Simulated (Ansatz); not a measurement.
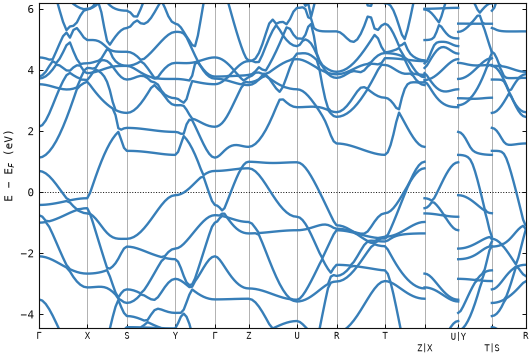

Band structure. Energies are counted from the Fermi level.

System: CaS3, space group Pmmm, 4 atoms in the cell.

```yaml
crystal:
  lattice:
    - [3.71579, 0.00000, 0.00000]
    - [0.00000, 4.54276, 0.00000]
    - [0.00000, 0.00000, 5.34063]
  atoms:
    - { symbol: Ca, position: [0.50000, 0.50000, 0.50000] }
    - { symbol: S, position: [0.00000, 0.71870, 0.00000] }
    - { symbol: S, position: [0.00000, 0.28130, 0.00000] }
    - { symbol: S, position: [0.00000, 0.00000, 0.50000] }
```

Computed with Ansatz 0.2.0: DFT PBE, scalar-relativistic, plane waves, PAW, no spin polarisation, 12×10×10 k mesh, 420 eV cutoff, Gaussian smearing of 0.1 eV.

> Metal, semiconductor or insulator?

A metal: 2 bands cross the Fermi level along this path.

> Which levels at Y lie nearest to the Fermi level?

At Y the nearest levels lie 0.10 eV below and 1.21 eV above the Fermi level.

The structure is an invented one, so it need not be a known or stable phase. The starting guess was a poor one.
